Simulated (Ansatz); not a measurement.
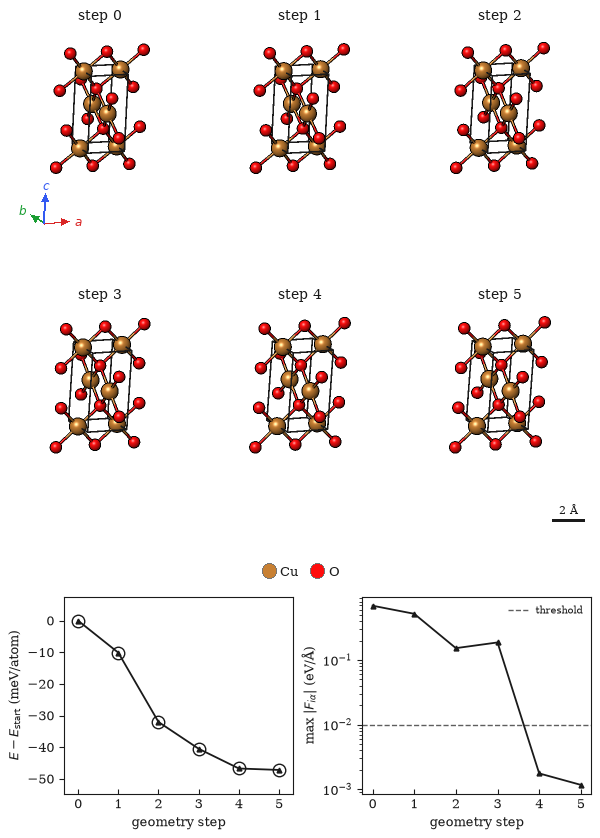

Frames of a relaxation of a crystal of CuO (set up in Cc), marked on the history of the run. Style: ball-and-stick. Shown: the cell of the calculation, slightly off an axis.

Case: relaxed ecut: 650 eV.

All numbers below come from DFT r2SCAN, scalar-relativistic, plane waves, PAW in Ansatz.

The input:
```yaml
crystal:
  lattice:
    - [2.34465, -1.7134, 0.0]
    - [2.34465, 1.7134, 0.0]
    - [-0.86055, 0.0, 5.05944]
  atoms:
    - { symbol: Cu, position: [0.0032, 0.4968, 0.0], spin: 0.7 }
    - { symbol: Cu, position: [0.4968, 0.0032, 0.5], spin: 0.7 }
    - { symbol: O, position: [0.5714, 0.4056, 0.2537], spin: 0.35 }
    - { symbol: O, position: [0.4056, 0.5714, 0.7537], spin: 0.35 }
basis:
  ecutwfc: 650
kpoints:
  mp_grid: { grid: [16, 16, 8] }
hamiltonian:
  xc: r2scan
scf:
  occupations: { method: gaussian, width: 0.1 }
output:
  forces: true
  stress: true
  eigenvalues: true
  populations: true
magnetization:
  spin_polarized: true
relax:
  adjacent_minimum: "off"
  f_tol: 0.01
  max_steps: 60
  cell: { stress_tol: 0.05 }
```

Run as
```bash
ansatz run input.yaml --threads 1 --pin off --max-ram 2560MiB --backend cpu --events-out ev --progress --plain --runs-dir out
```

Q: Describe the path.

A: The run was cut off at its time limit before the program reported convergence, but its last step already meets the force threshold: the largest component is 0.0012 eV/Å against 0.01 eV/Å. The pressure is within 0.01 GPa of its target. The largest moves relative to the cell, 0.33 Å, are those of O3 and O4. O3 goes along [−1 1 0]. By element the largest moves are O 0.33 Å, Cu 0.03 Å. The volume changes by +5.7 %, with a = b 2.904 → 2.886 Å (−0.6 %), c 5.132 → 5.162 Å (+0.6 %), α 97.8° → 90.2°, β 97.8° → 90.2°, γ 72.3° → 88.7°. Some distances before and after: Cu1–O3 2.019 → 1.936 Å, Cu1–O4 1.977 → 1.936 Å, Cu1–O4 (another image) 1.907 → 1.936 Å. Among the angles between lasting bonds that change: Cu1–O3–Cu2 146.0° → 117.7°, Cu1–O3–Cu2 101.7° → 115.5°, Cu1–O3–Cu2 106.3° → 115.6°. Within 0.06 Å the space group is Cc at the start and Cccm at the end; at a tighter tolerance small leftover displacements or strains of the cell lower it. The energy falls by 47.2 meV per atom in 5 geometry steps. The largest force component goes from 0.69 to 0.0012 eV/Å. The pressure goes from 0.11 to 0.01 GPa. The run took 29 min on 1 thread of Intel(R) Xeon(R) 6975P-C (Granite Rapids), with other jobs on the host, peak memory 2 GiB. From step 0 to 1: O atoms move most (0.03 Å), volume +0.9 %, energy −10.1 meV per atom. From step 1 to 2: O atoms move most (0.12 Å), volume +0.6 %, energy −21.9 meV per atom. From step 2 to 3: O atoms move most (0.08 Å), volume +4.3 %, energy −8.5 meV per atom. From step 3 to 4: O atoms move most (0.06 Å), volume −0.3 %, energy −6.2 meV per atom. From step 4 to 5: O atoms move most (0.02 Å), volume +0.1 %, energy −0.5 meV per atom.

| step | E − E(0), meV/atom | largest force component, eV/Å | pressure, GPa | volume, Å³/atom |
| --- | --- | --- | --- | --- |
| 0 | 0.00 | 0.6907 | 0.11 | 10.163 |
| 1 | -10.12 | 0.5179 | -0.52 | 10.257 |
| 2 | -32.03 | 0.1524 | 3.13 | 10.323 |
| 3 | -40.50 | 0.1867 | -1.93 | 10.764 |
| 4 | -46.73 | 0.0018 | 0.09 | 10.730 |
| 5 | -47.19 | 0.0012 | 0.01 | 10.746 |
